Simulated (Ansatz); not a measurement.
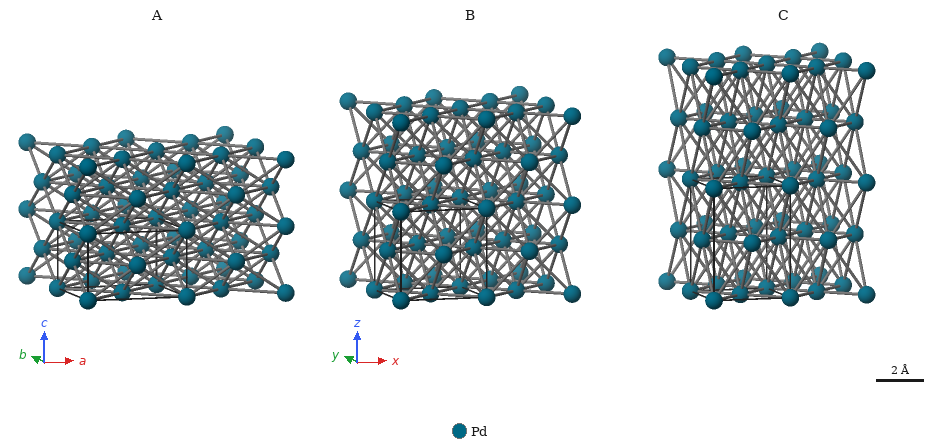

Crystalline Pd (Fm-3m): the ratio of the cell's length along z to its lengths across, counted as 1 for the reference, is changed at fixed volume (a tetragonal or Bain path), with the atoms kept at their fractional coordinates. x, y and z are the Cartesian axes of the input. The picture is a ball-and-stick view of the conventional cell (4 times the calculation's cell), repeated 2 × 2 × 2 with one cell outlined, seen slightly off an axis. Lengths and directions refer to the drawn axes.

Computed with DFT PBEsol, scalar-relativistic, plane waves, PAW in Ansatz. Settings: plane-wave cutoff 420 eV; k-point mesh 24 × 24 × 24; occupations gaussian; smearing width 0.15 eV; no spin polarisation. Energies (free energies at the smearing named) are counted from the cell as listed in its source, which wasn't relaxed.

> Order these geometries by energy, lowest first.

Lowest first: B (the relative ratio 1.00, 0 meV/atom), A (the relative ratio 0.65, 55 meV/atom), C (the relative ratio 1.414, 443 meV/atom). Over the whole scan: the lowest computed point lies at the relative ratio 1.00 (0 meV/atom). The end points stand at 55 meV/atom (0.65) and 654 meV/atom (1.50). The unrelaxed reference is under a pressure of −2.1 GPa. The distortion takes the space group from Fm-3m to I4/mmm, except for Im-3m at 0.707. At the relative ratio 1.50 the cell of the drawing goes a 3.890 → 3.398 Å, b 3.890 → 3.398 Å, c 3.890 → 5.097 Å.
